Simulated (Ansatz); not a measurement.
Geometry relaxation, with input and output: Cd4Te3 (part 1 of 2)

- system: Cd4Te3 (slab, 7 atoms in the cell)
- method: DFT PBE, scalar-relativistic, plane waves, PAW, no spin polarisation (Ansatz 0.2.0)

The structure derives from an entry of the Crystallography Open Database. It belongs to a series of runs on one base structure; here: (1 0 0) slab, atoms relaxed. Figures and captions count atoms from 1; the log counts them from 0 in places.

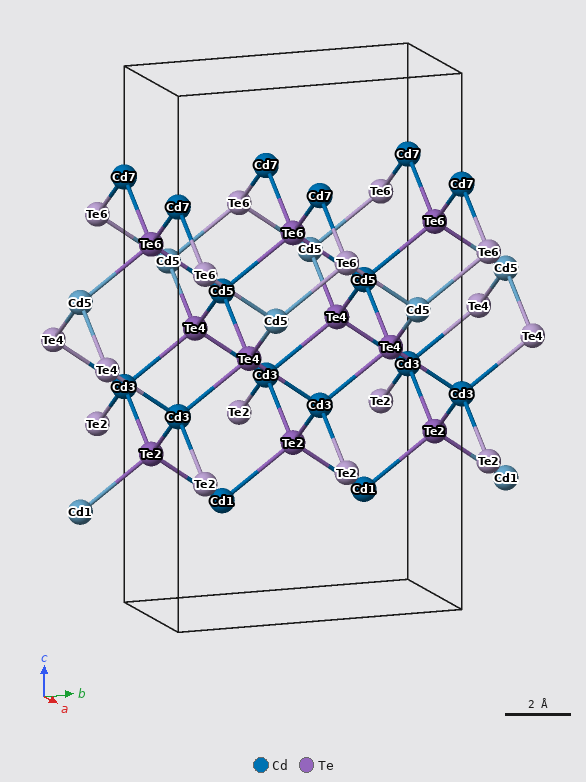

Fig. 1: The input geometry (ball-and-stick view of the 1 × 2 repeat of the cell, with the vacuum cut short, seen slightly off an axis; neighbours outside the cell are drawn fainter; atoms are numbered from 1 in the order of the input). An atom can appear more than once, as a periodic image.

Input
```yaml
crystal:
  lattice:
    - [4.6791895935, 0.0, 0.0]
    - [0.0, 4.6791895935, 0.0]
    - [0.0, 0.0, 24.926060076]
  atoms:
    - { symbol: Cd, position: [0.5, 0.5, 0.3008899111] }
    - { symbol: Te, position: [0.5, 0.0, 0.3672599407] }
    - { symbol: Cd, position: [0.0, 0.0, 0.4336299704] }
    - { symbol: Te, position: [0.0, 0.5, 0.5] }
    - { symbol: Cd, position: [0.5, 0.5, 0.5663700296] }
    - { symbol: Te, position: [0.5, 0.0, 0.6327400593] }
    - { symbol: Cd, position: [0.0, 0.0, 0.6991100889] }
basis:
  ecutwfc: 420
kpoints:
  mp_grid: { grid: [8, 8, 1] }
hamiltonian:
  xc: pbe
scf:
  occupations: { method: gaussian, width: 0.05 }
output:
  forces: true
  eigenvalues: true
relax:
  adjacent_minimum: "off"
  f_tol: 0.02
  max_steps: 60
efield:
  axis: 3
  dipole_correction: true
  ramp_width: 0.04
```

Run on 1 thread of Oxide Virtual Turin-like (Zen 5), 32 GiB of memory available, shared host.

Launch command:
```bash
ansatz run input.yaml --threads 1 --pin off --max-ram 2560MiB --backend cpu --events-out ev --progress --plain --runs-dir out
```

What the program printed
```
Engine: ansatz 0.2.0, x86_64-unknown-linux-gnu
Pseudopotentials: kind: paw
Pseudopotential: Cd, paw, valence charge 20, recommended cutoff 420 eV (normal), Cd.paw.azcp
Pseudopotential: Te, paw, valence charge 16, recommended cutoff 420 eV (normal), Te.paw.azcp
Functional definition: PBE
  parameter kappa = 0.804
  parameter beta = 0.06672455060314922
  exchange = pbe_x(kappa = kappa, mu = beta*pi^2/3)
  correlation = pbe_c(beta = beta)
Crystal: 7 atoms, lattice volume = 545.751 Å³
Basis set: ecut = 420 eV, 10635 PW (Γ), exchange–correlation on 64×64×360 points (8 copies of the dense FFT grid, shifted against one another)
Bands: 77, of which v1, the nominal top of the filled ones, is band 64 counted from 1 (63 counted from 0)
Symmetry: 4 space group operations
k-points: 25 of 64
Non-local potential: Cd, projectors of the file, l = 0: 3, l = 1: 2, l = 2: 2, l = 3: 1
Non-local potential: Te, projectors of the file, l = 0: 2, l = 1: 2, l = 2: 2, l = 3: 2
PAW form: soft (Blöchl's): semilocal exchange-correlation on the pseudo side does not see the compensation charge
PAW one-centre angular grid: Cd, 590 points (default); XC on 64 Gauss nodes
PAW one-centre angular grid: Te, 590 points (default); XC on 64 Gauss nodes
Initial density: superposition of atomic densities (neutral atoms: chi_scale 0, normalization atom), corrected by the library's trained network
Initial wavefunctions: pseudopotential atomic-orbital guess
Functional: x = pbe(κ = 0.804, μ = 0.2195149727645171), c = pbe(β = 0.06672455060314922)
SCF iter   1: F=—  HF=-53957.976578 eV  |F-HF|=—  |Δ(HF+E_count)|=         —  Δρ=1.40e-3  dr2=1.46e-1  ethr=1.77e-3  p=0.000 e·Å  D=5.58e-14 V/Å  ΔV_dip=-0.00 eV  dr2_dipole=4.59e-6  V_vac-E_F(+/−)=3.69/3.69 eV  ⟨swp⟩=10.8  Hψ=9144  notcnv=0  defer=49
efield: sawtooth ramp at fractional position 0.9800 (placed from the atoms, in the widest stretch of the axis that holds none; the zero of the levels goes with the place), width 0.0400; the density the first Hamiltonian is built on has a dipole p = 0.000 e·Å; the dipole correction subtracts the counter field D = 5.58e-14 V/Å, which shifts the + side's vacuum level by -0.00 eV against the − side's; the planar-averaged density in the ramp window peaks in size at 1.2e-5 e/Å³
preconditioner: auto → LDOS  [metal: Δε(μ)=0.024 eV  Ē_g=10.372 eV  σ=0.050 eV  W_gap=0.27  n_scr=96 (ndim 8)  ℏωp=12.9 eV  f_vac=0.537  D(μ)=8.05/eV (n_scr^D=40)  β→1.0]
SCF iter   2: F=—  HF=-53957.972095 eV  |F-HF|=—  |Δ(HF+E_count)|=   4.48e-3  Δρ=1.12e-3  dr2=6.78e-2  ethr=1.14e-4  p=-0.000 e·Å  D=-3.82e-7 V/Å  ΔV_dip=0.00 eV  dr2_dipole=2.51e-6  V_vac-E_F(+/−)=3.80/3.80 eV  ⟨swp⟩=2.1  Hψ=2559  notcnv=0  defer=170
SCF iter   3: F=—  HF=-53957.968273 eV  |F-HF|=—  |Δ(HF+E_count)|=   3.82e-3  Δρ=1.25e-3  dr2=3.73e-2  ethr=5.30e-5  p=-0.000 e·Å  D=-1.40e-5 V/Å  ΔV_dip=0.00 eV  dr2_dipole=1.35e-7  V_vac-E_F(+/−)=3.86/3.86 eV  ⟨swp⟩=2.0  Hψ=2427  notcnv=0  defer=170
SCF iter   4: F=—  HF=-53957.962135 eV  |F-HF|=—  |Δ(HF+E_count)|=   6.14e-3  Δρ=4.55e-4  dr2=6.41e-3  ethr=2.92e-5  p=-0.000 e·Å  D=-2.26e-5 V/Å  ΔV_dip=0.00 eV  dr2_dipole=1.46e-6  V_vac-E_F(+/−)=3.95/3.95 eV  ⟨swp⟩=2.0  Hψ=2457  notcnv=0  defer=170
SCF iter   5: F=—  HF=-53957.961361 eV  |F-HF|=—  |Δ(HF+E_count)|=   7.73e-4  Δρ=2.38e-4  dr2=7.17e-4  ethr=5.01e-6  p=-0.000 e·Å  D=-1.65e-5 V/Å  ΔV_dip=0.00 eV  dr2_dipole=5.61e-7  V_vac-E_F(+/−)=3.98/3.98 eV  ⟨swp⟩=2.0  Hψ=2376  notcnv=0  defer=170
SCF iter   6: F=—  HF=-53957.961259 eV  |F-HF|=—  |Δ(HF+E_count)|=   1.02e-4  Δρ=8.71e-5  dr2=9.88e-5  ethr=5.60e-7  p=-0.000 e·Å  D=-9.81e-6 V/Å  ΔV_dip=0.00 eV  dr2_dipole=2.69e-8  V_vac-E_F(+/−)=3.99/3.99 eV  ⟨swp⟩=2.2  Hψ=2474  notcnv=0  defer=168
SCF iter   7: F=—  HF=-53957.961251 eV  |F-HF|=—  |Δ(HF+E_count)|=   8.31e-6  Δρ=3.83e-5  dr2=1.06e-5  ethr=7.72e-8  p=-0.000 e·Å  D=-6.44e-6 V/Å  ΔV_dip=0.00 eV  dr2_dipole=1.41e-9  V_vac-E_F(+/−)=3.99/3.99 eV  ⟨swp⟩=2.0  Hψ=2581  notcnv=0  defer=168
SCF iter   8: F=-53957.961254 eV  HF=-53957.961254 eV  |F-HF|=3.38e-7  |Δ(HF+E_count)|=   3.30e-6  Δρ=1.86e-5  dr2=2.40e-6  ethr=7.81e-9  p=-0.000 e·Å  D=-4.87e-6 V/Å  ΔV_dip=0.00 eV  dr2_dipole=2.95e-9  V_vac-E_F(+/−)=3.99/3.99 eV  ⟨swp⟩=12.7  Hψ=8750  notcnv=0
SCF 1 converged in 8 iterations: F = -53957.961254 eV  dr2 = 2.40e-6
  greatest PAW one-centre occupation: 1.000 electrons in one spin orbital (limit 2), on the Cd atom at site 4 (counted from 0), in its partial waves of l = 0
relax step   1: F+E_penalty+E_count = -53957.96125402 eV  Δ(F+E_penalty+E_count) = +0.000e0 eV  max|allowed force component| = 1.872e-1 eV/Å  Δτ_max = 0.0000 Å  (8 SCF iters, dr2 threshold 1.00e-5 eV, accepted)
Initial density: handed on by an earlier stage of this run
Initial wavefunctions: those handed on with the density
iter 1 solved again at ethr=2.33e-5 eV; its pass at ethr=3.10e-3 eV (dr2=2.99e-2 eV) is discarded
SCF iter   1: F=—  HF=-53957.979816 eV  |F-HF|=—  |Δ(HF+E_count)|=         —  Δρ=2.00e-3  dr2=3.26e-2  ethr=2.33e-5  p=-0.000 e·Å  D=-4.87e-6 V/Å  ΔV_dip=0.00 eV  dr2_dipole=2.51e-9  V_vac-E_F(+/−)=4.05/4.05 eV  ⟨swp⟩=2.0  Hψ=7746  notcnv=0  defer=158
efield: sawtooth ramp at fractional position 0.9800 (handed on by an earlier solve), width 0.0400; the density the first Hamiltonian is built on has a dipole p = -0.000 e·Å; the dipole correction subtracts the counter field D = -4.87e-6 V/Å, which shifts the + side's vacuum level by +0.00 eV against the − side's; the planar-averaged density in the ramp window peaks in size at 1.4e-6 e/Å³
preconditioner: auto → LDOS  [metal: Δε(μ)=0.037 eV  Ē_g=10.330 eV  σ=0.050 eV  W_gap=0.39  n_scr=96 (ndim 8)  ℏωp=12.9 eV  f_vac=0.530  D(μ)=9.03/eV (n_scr^D=48)  β→1.0]
SCF iter   2: F=—  HF=-53957.976696 eV  |F-HF|=—  |Δ(HF+E_count)|=   3.12e-3  Δρ=1.04e-3  dr2=1.18e-2  ethr=2.33e-5  p=-0.000 e·Å  D=-3.70e-6 V/Å  ΔV_dip=0.00 eV  dr2_dipole=4.72e-9  V_vac-E_F(+/−)=4.03/4.03 eV  ⟨swp⟩=2.0  Hψ=2708  notcnv=0  defer=158
SCF iter   3: F=—  HF=-53957.976387 eV  |F-HF|=—  |Δ(HF+E_count)|=   3.09e-4  Δρ=7.03e-4  dr2=5.56e-3  ethr=9.20e-6  p=-0.000 e·Å  D=-3.14e-6 V/Å  ΔV_dip=0.00 eV  dr2_dipole=2.96e-9  V_vac-E_F(+/−)=4.04/4.04 eV  ⟨swp⟩=2.0  Hψ=3228  notcnv=0  defer=158
SCF iter   4: F=—  HF=-53957.975645 eV  |F-HF|=—  |Δ(HF+E_count)|=   7.42e-4  Δρ=2.50e-4  dr2=2.87e-3  ethr=4.34e-6  p=-0.000 e·Å  D=-2.58e-6 V/Å  ΔV_dip=0.00 eV  dr2_dipole=1.89e-9  V_vac-E_F(+/−)=4.03/4.03 eV  ⟨swp⟩=2.0  Hψ=2249  notcnv=0  defer=158
SCF iter   5: F=—  HF=-53957.975462 eV  |F-HF|=—  |Δ(HF+E_count)|=   1.84e-4  Δρ=2.62e-4  dr2=1.55e-3  ethr=2.24e-6  p=-0.000 e·Å  D=-1.69e-6 V/Å  ΔV_dip=0.00 eV  dr2_dipole=1.19e-9  V_vac-E_F(+/−)=4.03/4.03 eV  ⟨swp⟩=2.0  Hψ=2324  notcnv=0  defer=165
SCF iter   6: F=—  HF=-53957.975320 eV  |F-HF|=—  |Δ(HF+E_count)|=   1.42e-4  Δρ=9.37e-5  dr2=3.03e-4  ethr=1.21e-6  p=-0.000 e·Å  D=-4.96e-7 V/Å  ΔV_dip=0.00 eV  dr2_dipole=7.28e-11  V_vac-E_F(+/−)=4.02/4.02 eV  ⟨swp⟩=2.0  Hψ=2389  notcnv=0  defer=170
SCF iter   7: F=—  HF=-53957.975278 eV  |F-HF|=—  |Δ(HF+E_count)|=   4.19e-5  Δρ=4.37e-5  dr2=3.09e-5  ethr=2.37e-7  p=0.000 e·Å  D=1.48e-7 V/Å  ΔV_dip=-0.00 eV  dr2_dipole=3.91e-12  V_vac-E_F(+/−)=4.01/4.01 eV  ⟨swp⟩=2.2  Hψ=2229  notcnv=0  defer=170
SCF iter   8: F=—  HF=-53957.975279 eV  |F-HF|=—  |Δ(HF+E_count)|=   1.78e-6  Δρ=1.60e-5  dr2=2.42e-6  ethr=2.41e-8  p=0.000 e·Å  D=2.64e-7 V/Å  ΔV_dip=-0.00 eV  dr2_dipole=2.19e-11  V_vac-E_F(+/−)=4.01/4.01 eV  ⟨swp⟩=2.0  Hψ=2962  notcnv=0  defer=170
SCF iter   9: F=-53957.975281 eV  HF=-53957.975281 eV  |F-HF|=1.13e-7  |Δ(HF+E_count)|=   1.68e-6  Δρ=5.68e-6  dr2=2.37e-7  ethr=1.71e-9  p=0.000 e·Å  D=2.23e-7 V/Å  ΔV_dip=-0.00 eV  dr2_dipole=6.82e-12  V_vac-E_F(+/−)=4.01/4.01 eV  ⟨swp⟩=11.9  Hψ=8407  notcnv=0
SCF 2 converged in 9 iterations: F = -53957.975281 eV  dr2 = 2.37e-7
  greatest PAW one-centre occupation: 1.000 electrons in one spin orbital (limit 2), on the Cd atom at site 0 (counted from 0), in its partial waves of l = 0
relax step   2: F+E_penalty+E_count = -53957.97528128 eV  Δ(F+E_penalty+E_count) = -1.403e-2 eV  max|allowed force component| = 1.223e-1 eV/Å  Δτ_max = 0.1672 Å  (9 SCF iters, dr2 threshold 2.19e-6 eV, accepted)
SCF iter   1: F=—  HF=-53957.981191 eV  |F-HF|=—  |Δ(HF+E_count)|=         —  Δρ=6.79e-4  dr2=3.64e-3  ethr=2.64e-5  p=0.000 e·Å  D=2.23e-7 V/Å  ΔV_dip=-0.00 eV  dr2_dipole=1.03e-9  V_vac-E_F(+/−)=4.00/4.00 eV  ⟨swp⟩=5.0  Hψ=4703  notcnv=0  defer=168
efield: sawtooth ramp at fractional position 0.9800 (handed on by an earlier solve), width 0.0400; the density the first Hamiltonian is built on has a dipole p = 0.000 e·Å; the dipole correction subtracts the counter field D = 2.23e-7 V/Å, which shifts the + side's vacuum level by -0.00 eV against the − side's; the planar-averaged density in the ramp window peaks in size at 1.0e-6 e/Å³
preconditioner: auto → LDOS  [metal: Δε(μ)=0.012 eV  Ē_g=10.334 eV  σ=0.050 eV  W_gap=0.13  n_scr=96 (ndim 8)  ℏωp=12.9 eV  f_vac=0.532  D(μ)=8.98/eV (n_scr^D=48)  β→1.0]
SCF iter   2: F=—  HF=-53957.980666 eV  |F-HF|=—  |Δ(HF+E_count)|=   5.25e-4  Δρ=2.98e-4  dr2=6.01e-4  ethr=2.84e-6  p=0.000 e·Å  D=3.07e-7 V/Å  ΔV_dip=-0.00 eV  dr2_dipole=2.23e-10  V_vac-E_F(+/−)=4.01/4.01 eV  ⟨swp⟩=2.0  Hψ=3048  notcnv=0  defer=168
SCF iter   3: F=—  HF=-53957.980769 eV  |F-HF|=—  |Δ(HF+E_count)|=   1.03e-4  Δρ=1.92e-4  dr2=2.48e-4  ethr=4.69e-7  p=0.000 e·Å  D=2.63e-7 V/Å  ΔV_dip=-0.00 eV  dr2_dipole=1.18e-12  V_vac-E_F(+/−)=4.01/4.01 eV  ⟨swp⟩=2.0  Hψ=3283  notcnv=0  defer=168
SCF iter   4: F=—  HF=-53957.980712 eV  |F-HF|=—  |Δ(HF+E_count)|=   5.71e-5  Δρ=5.78e-5  dr2=5.42e-5  ethr=1.94e-7  p=0.000 e·Å  D=2.22e-7 V/Å  ΔV_dip=-0.00 eV  dr2_dipole=2.15e-12  V_vac-E_F(+/−)=4.01/4.01 eV  ⟨swp⟩=2.1  Hψ=2554  notcnv=0  defer=168
SCF iter   5: F=—  HF=-53957.980706 eV  |F-HF|=—  |Δ(HF+E_count)|=   5.82e-6  Δρ=3.20e-5  dr2=2.50e-5  ethr=4.23e-8  p=0.000 e·Å  D=1.84e-7 V/Å  ΔV_dip=-0.00 eV  dr2_dipole=5.61e-12  V_vac-E_F(+/−)=4.01/4.01 eV  ⟨swp⟩=2.0  Hψ=2287  notcnv=0  defer=168
SCF iter   6: F=—  HF=-53957.980705 eV  |F-HF|=—  |Δ(HF+E_count)|=   8.96e-7  Δρ=2.17e-5  dr2=1.44e-5  ethr=1.95e-8  p=0.000 e·Å  D=1.32e-7 V/Å  ΔV_dip=-0.00 eV  dr2_dipole=3.53e-12  V_vac-E_F(+/−)=4.01/4.01 eV  ⟨swp⟩=2.0  Hψ=2232  notcnv=0  defer=168
SCF iter   7: F=—  HF=-53957.980703 eV  |F-HF|=—  |Δ(HF+E_count)|=   1.93e-6  Δρ=1.26e-5  dr2=4.32e-6  ethr=1.12e-8  p=0.000 e·Å  D=6.35e-8 V/Å  ΔV_dip=-0.00 eV  dr2_dipole=9.58e-14  V_vac-E_F(+/−)=4.01/4.01 eV  ⟨swp⟩=2.0  Hψ=2256  notcnv=0  defer=168
SCF iter   8: F=-53957.980702 eV  HF=-53957.980702 eV  |F-HF|=1.30e-7  |Δ(HF+E_count)|=   7.08e-7  Δρ=4.70e-6  dr2=4.76e-7  ethr=7.30e-10  p=0.000 e·Å  D=2.90e-8 V/Å  ΔV_dip=-0.00 eV  dr2_dipole=1.33e-14  V_vac-E_F(+/−)=4.01/4.01 eV  ⟨swp⟩=11.1  Hψ=8780  notcnv=0
SCF 3 converged in 8 iterations: F = -53957.980702 eV  dr2 = 4.76e-7
relax step   3: F+E_penalty+E_count = -53957.98070219 eV  Δ(F+E_penalty+E_count) = -5.421e-3 eV  max|allowed force component| = 4.179e-2 eV/Å  Δτ_max = 0.0464 Å  (8 SCF iters, dr2 threshold 9.35e-7 eV, accepted)
SCF iter   1: F=—  HF=-53957.981082 eV  |F-HF|=—  |Δ(HF+E_count)|=         —  Δρ=1.07e-4  dr2=2.32e-4  ethr=5.40e-7  p=0.000 e·Å  D=2.90e-8 V/Å  ΔV_dip=-0.00 eV  dr2_dipole=3.35e-10  V_vac-E_F(+/−)=4.02/4.02 eV  ⟨swp⟩=3.0  Hψ=4021  notcnv=0  defer=166
efield: sawtooth ramp at fractional position 0.9800 (handed on by an earlier solve), width 0.0400; the density the first Hamiltonian is built on has a dipole p = 0.000 e·Å; the dipole correction subtracts the counter field D = 2.90e-8 V/Å, which shifts the + side's vacuum level by -0.00 eV against the − side's; the planar-averaged density in the ramp window peaks in size at 1.3e-6 e/Å³
preconditioner: auto → LDOS  [metal: Δε(μ)=0.005 eV  Ē_g=10.335 eV  σ=0.050 eV  W_gap=0.06  n_scr=96 (ndim 8)  ℏωp=12.9 eV  f_vac=0.532  D(μ)=8.98/eV (n_scr^D=48)  β→1.0]
SCF iter   2: F=—  HF=-53957.981100 eV  |F-HF|=—  |Δ(HF+E_count)|=   1.87e-5  Δρ=7.20e-5  dr2=7.90e-5  ethr=1.82e-7  p=0.000 e·Å  D=9.30e-8 V/Å  ΔV_dip=-0.00 eV  dr2_dipole=1.07e-12  V_vac-E_F(+/−)=4.02/4.02 eV  ⟨swp⟩=2.0  Hψ=2781  notcnv=0  defer=166
SCF iter   3: F=—  HF=-53957.981121 eV  |F-HF|=—  |Δ(HF+E_count)|=   2.06e-5  Δρ=6.28e-5  dr2=5.44e-5  ethr=6.17e-8  p=0.000 e·Å  D=8.43e-8 V/Å  ΔV_dip=-0.00 eV  dr2_dipole=7.63e-13  V_vac-E_F(+/−)=4.02/4.02 eV  ⟨swp⟩=2.0  Hψ=3112  notcnv=0  defer=166
SCF iter   4: F=—  HF=-53957.981114 eV  |F-HF|=—  |Δ(HF+E_count)|=   7.25e-6  Δρ=2.22e-5  dr2=2.13e-5  ethr=4.25e-8  p=0.000 e·Å  D=7.81e-8 V/Å  ΔV_dip=-0.00 eV  dr2_dipole=8.88e-12  V_vac-E_F(+/−)=4.02/4.02 eV  ⟨swp⟩=2.0  Hψ=2478  notcnv=0  defer=166
SCF iter   5: F=—  HF=-53957.981111 eV  |F-HF|=—  |Δ(HF+E_count)|=   3.01e-6  Δρ=1.58e-5  dr2=4.01e-6  ethr=1.67e-8  p=0.000 e·Å  D=4.65e-8 V/Å  ΔV_dip=-0.00 eV  dr2_dipole=1.81e-13  V_vac-E_F(+/−)=4.02/4.02 eV  ⟨swp⟩=2.0  Hψ=2229  notcnv=0  defer=166
SCF iter   6: F=—  HF=-53957.981110 eV  |F-HF|=—  |Δ(HF+E_count)|=   5.87e-7  Δρ=8.09e-6  dr2=8.31e-7  ethr=3.14e-9  p=0.000 e·Å  D=3.10e-8 V/Å  ΔV_dip=-0.00 eV  dr2_dipole=8.95e-14  V_vac-E_F(+/−)=4.02/4.02 eV  ⟨swp⟩=2.0  Hψ=2294  notcnv=0  defer=166
SCF iter   7: F=-53957.981110 eV  HF=-53957.981110 eV  |F-HF|=1.67e-8  |Δ(HF+E_count)|=   1.68e-7  Δρ=3.05e-6  dr2=8.17e-8  ethr=7.81e-11  p=0.000 e·Å  D=2.42e-8 V/Å  ΔV_dip=-0.00 eV  dr2_dipole=1.95e-13  V_vac-E_F(+/−)=4.02/4.02 eV  ⟨swp⟩=10.0  Hψ=8469  notcnv=0
SCF 4 converged in 7 iterations: F = -53957.981110 eV  dr2 = 8.17e-8
  greatest PAW one-centre occupation: 1.000 electrons in one spin orbital (limit 2), on the Cd atom at site 2 (counted from 0), in its partial waves of l = 0
relax step   4: F+E_penalty+E_count = -53957.98111022 eV  Δ(F+E_penalty+E_count) = -4.080e-4 eV  max|allowed force component| = 1.251e-3 eV/Å  Δτ_max = 0.0087 Å  (7 SCF iters, accepted)
```
